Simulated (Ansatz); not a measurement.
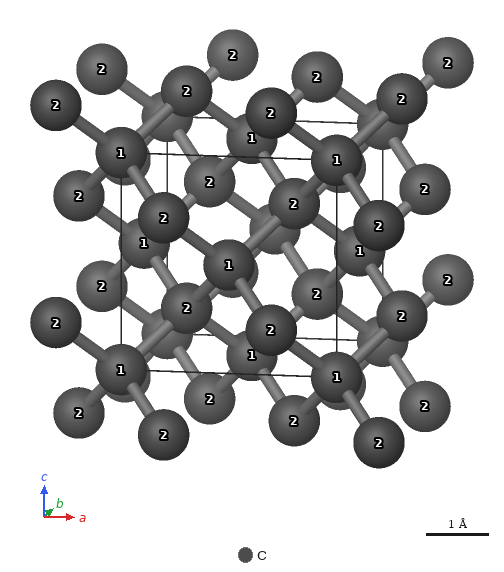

Starting structure of solid C (built on the diamond type). Style: ball-and-stick. Shown: the conventional cell (4 times the calculation's cell), slightly off an axis. Lengths and directions refer to the drawn axes.

Theory: Ansatz 0.2.0, DFT, PBEsol, plane waves, PAW.

Input file:
```yaml
crystal:
  lattice:
    - [0.0, 1.7857704569, 1.7857704569]
    - [1.7857704569, 0.0, 1.7857704569]
    - [1.7857704569, 1.7857704569, 0.0]
  atoms:
    - { symbol: C, position: [0.0, 0.0, 0.0] }
    - { symbol: C, position: [0.25, 0.25, 0.25] }
kpoints:
  mp_grid: { grid: [12, 12, 12] }
hamiltonian:
  xc: pbesol
scf:
  occupations: { method: fermi_dirac, width: 0.02 }
relax:
  f_tol: 0.005
  cell: {}
```

Command:
```bash
ansatz run input.yaml --threads 4 --pin off --max-ram 7372MiB --backend cpu --events-out ev --progress --plain --runs-dir out
```

### Predict the outcome.

No atom moves by more than 0.005 Å relative to the cell. The drawn cell changes as follows: a = b = c 3.572 → 3.554 Å (−0.5 %); the volume changes by −1.5 %. Near-neighbour distances that change, for instance: C1–C2 1.547 → 1.539 Å. The space group stays Fd-3m (No. 227). The energy falls by 1.8 meV per atom in 3 accepted moves (5 points after the start). All forces vanish by symmetry, so only the cell relaxes. The pressure goes from −6.53 to 0.00 GPa. The SCF was repeated twice at an unchanged geometry on a basis and grid sized afresh for the cell, which shifted the energy by 0.5 meV per atom at most.

Final geometry:

```
C
1.0
     0.00000    1.77690    1.77690
     1.77690    0.00000    1.77690
     1.77690    1.77690    0.00000
C
2
Direct
  0.00000 0.00000 0.00000
  0.25000 0.25000 0.25000
```
